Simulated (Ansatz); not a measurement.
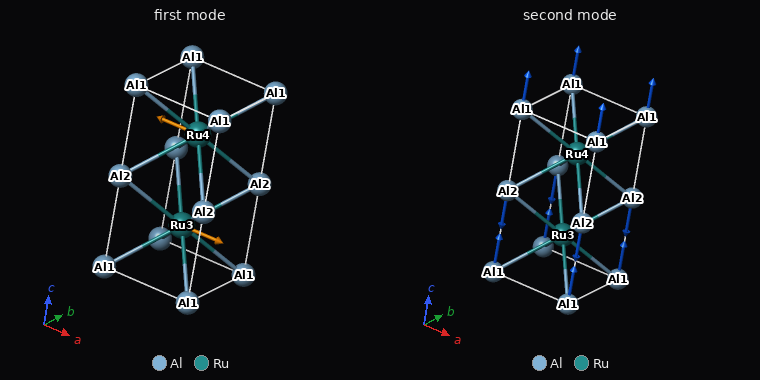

The system is AlRu (Pm-3m, No. 221; 4 atoms in the cell); the picture shows the reference structure; its two panels give the patterns of the first and the second mode as arrows. The energy is mapped over two normal modes frozen in (zone-centre modes of the 4-atom cell of this scan, which folds in the wave vector (0, 0, 1/2) of the primitive cell). Coordinates scanned: (1) amplitude of mode 4 (156 cm⁻¹), largest displacement; (2) amplitude of mode 12 (329 cm⁻¹), largest displacement. Nothing is relaxed (the cell and all other modes fixed). Grid: 11 × 11 points; 36 points were computed and 85 follow by symmetry. Points are written as (first, second). Energies are in meV per cell, from the lowest grid point. The calculation used DFT PBE, scalar-relativistic, plane waves, PAW in Ansatz 0.2.0. Settings: cutoff 420 eV, k-mesh 14×14×8 in the order of the run's cell vectors, gaussian smearing 0.15 eV, no spin polarisation.

Its coordinates:

```yaml
crystal:
  lattice:
    - [3.00389, 0.00000, 0.00000]
    - [0.00000, 3.00389, 0.00000]
    - [0.00000, 0.00000, 6.00778]
  atoms:
    - { symbol: Al, position: [0.00000, 0.00000, 0.00000] }
    - { symbol: Al, position: [0.00000, 0.00000, 0.50000] }
    - { symbol: Ru, position: [0.50000, 0.50000, 0.25000] }
    - { symbol: Ru, position: [0.50000, 0.50000, 0.75000] }
```

The input of one point:

```yaml
crystal:
  lattice:
    - [3.0038895946, 0.0, 0.0]
    - [0.0, 3.0038895946, 0.0]
    - [0.0, 0.0, 6.0077791893]
  atoms:
    - { symbol: Al, position: [0.0, 0.0, 0.0] }
    - { symbol: Al, position: [0.0, 0.0, 0.5] }
    - { symbol: Ru, position: [0.5, 0.5, 0.25] }
    - { symbol: Ru, position: [0.5, 0.5, 0.75] }
basis:
  ecutwfc: 420
kpoints:
  mp_grid: { grid: [14, 14, 8] }
hamiltonian:
  xc: pbe
  pseudopotentials: { kind: paw, azcp: { folder: soft_1 } }
scf:
  occupations: { method: gaussian, width: 0.15 }
output:
  forces: true
  stress: true
  eigenvalues: true
```

Range: amplitude of mode 4 (156 cm⁻¹), largest displacement from −0.081 to 0.081 Å; amplitude of mode 12 (329 cm⁻¹), largest displacement from −0.075 to 0.075 Å.

### What landscape does the calculation give?

The lowest grid point is at (0.000 Å, 0.000 Å). It is the only kind of minimum in the scanned range. The highest grid point, (−0.081 Å, −0.075 Å), lies 120 meV above the lowest.

```tsv
second ↓, first →	−0.081	−0.065	−0.049	−0.032	−0.016	0.000	0.016	0.032	0.049	0.065	0.081
0.075	120	99	82	70	63	61	63	70	82	99	120
0.060	98	77	60	48	41	39	41	48	60	77	98
0.045	81	60	43	31	24	22	24	31	43	60	81
0.030	69	47	31	19	12	10	12	19	31	47	69
0.015	61	40	24	12	5	2	5	12	24	40	61
0.000	59	38	21	9	2	0	2	9	21	38	59
−0.015	61	40	24	12	5	2	5	12	24	40	61
−0.030	69	47	31	19	12	10	12	19	31	47	69
−0.045	81	60	43	31	24	22	24	31	43	60	81
−0.060	98	77	60	48	41	39	41	48	60	77	98
−0.075	120	99	82	70	63	61	63	70	82	99	120
```

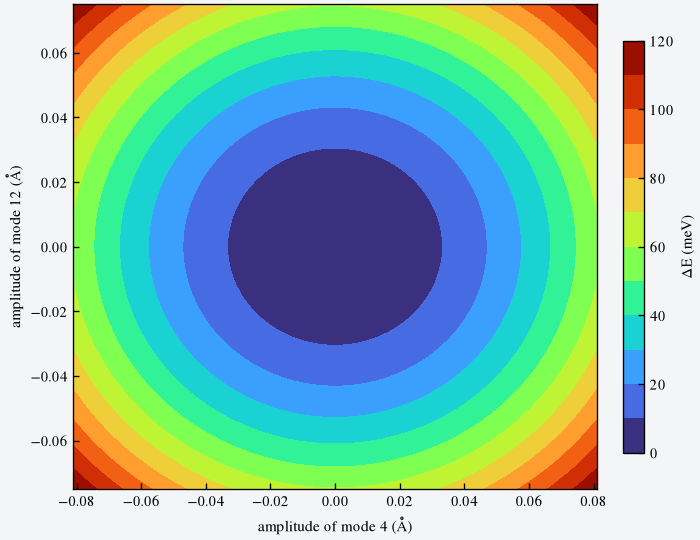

Drawn: filled contours. Between grid points the surface is interpolated.

Each point was launched as `ansatz run input.yaml --threads 2 --pin off --max-ram 4096MiB --backend cpu --events-out ev --progress --plain --runs-dir out`. Time for the 36 points that were run: 3.4 min on 2 threads of AMD EPYC 9R45 (Zen 5), with other jobs on the host.
